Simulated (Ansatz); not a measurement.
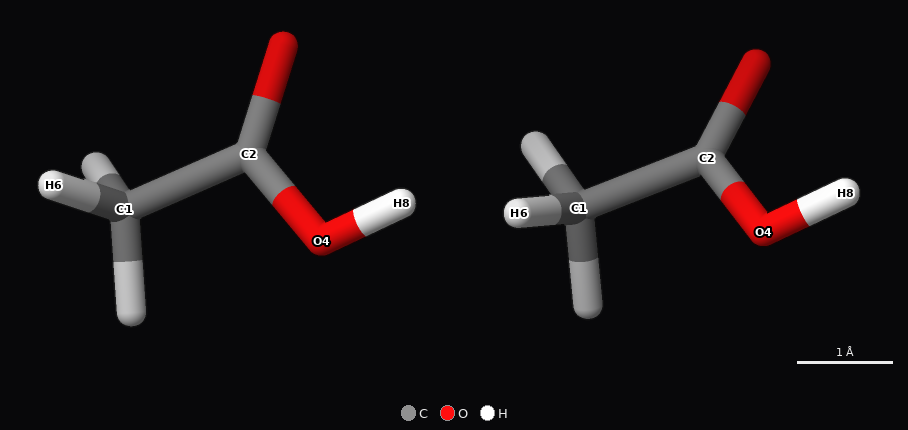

Two geometries of C₂H₄O₂, drawn at one scale. One is the start of a relaxation, the other its converged end. The picture is a stick view, seen at a tilt.

All numbers below come from RKS PBE0-D4/def2-TZVP (Ansatz 0.2.0). Settings: force threshold 0.005 eV/Å; at most 200 steps.

Which one is relaxed?

The right one is the relaxed one. After 14 accepted moves (17 points after the start) the energy has fallen by 2.43 kJ/mol. The largest force component goes from 0.47 to 0.0033 eV/Å. The line search rejected the trial steps at points 3, 6, 12 of the run. The forces were under the threshold at step 14, but the run went on from there. The atom that moves furthest after the best rigid fit is an O atom (0.44 Å). Largest moves by element: O 0.44 Å, H 0.35 Å, C 0.08 Å. Near-neighbour distances that change, for instance: C–C 1.502 → 1.495 Å, C–O 1.340 → 1.346 Å. Bond angles that change, for instance: C–O–H 110.5° → 106.5°. Groups turn about C–C by about 40°.
